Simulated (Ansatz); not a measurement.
System: Sn.

The calculation's input:

```
crystal:
  lattice:
    - [-2.301720954, 1.8959464393, 1.8959464393]
    - [1.8959464393, -2.301720954, 1.8959464393]
    - [1.8959464393, 1.8959464393, -2.301720954]
  atoms:
    - { symbol: Sn, position: [0.0, 0.0, 0.0] }
basis:
  ecutwfc: 420
kpoints:
  mp_grid: { grid: [24, 24, 24] }
hamiltonian:
  xc: pbesol
scf:
  occupations: { method: gaussian, width: 0.15 }
output:
  forces: true
  stress: true
  eigenvalues: true
  write_density: true
  write_potential: true
  elf: true
  volumetric_format: npy
```

Run with:

```sh
ansatz run input.yaml --threads 1 --pin off --max-ram 2560MiB --backend cpu --events-out ev --progress --plain --runs-dir out
```

Below, planes, directions and counts refer to the conventional cell (a = 5.94 Å, b = 5.94 Å, c = 2.58 Å, α = 90.00°, β = 90.00°, γ = 120.00°).

Space group R-3m; a structure from a database of computed crystals, not necessarily the ambient phase; computed pressure about 11 GPa in this cell.

Theory: Ansatz 0.2.0, DFT PBEsol, scalar-relativistic, plane waves, PAW.

What can the converged valence pseudo-density and electron localisation function tell about the bonding?

Answer. Sn–Sn (2.58 Å): the density is about 0.47 e/Å³ at the midpoint; the ELF is about 0.50 at the midpoint.

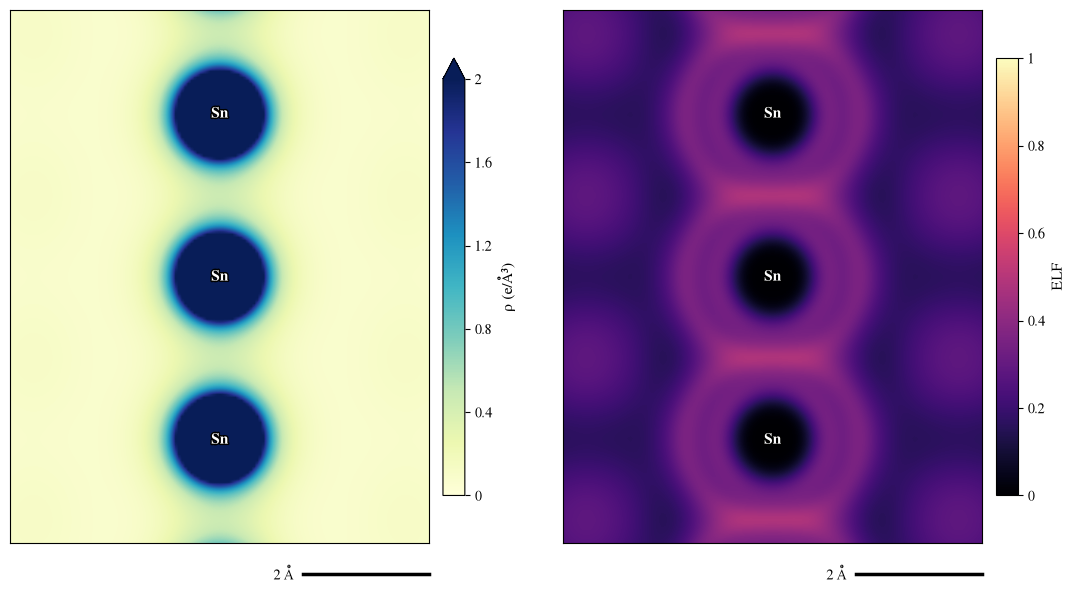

Computed valence pseudo-density and electron localisation function on the (100) plane of the conventional cell, in this order. 

The density is the valence pseudo-density of a PAW calculation; it isn't the true density close to the nuclei.
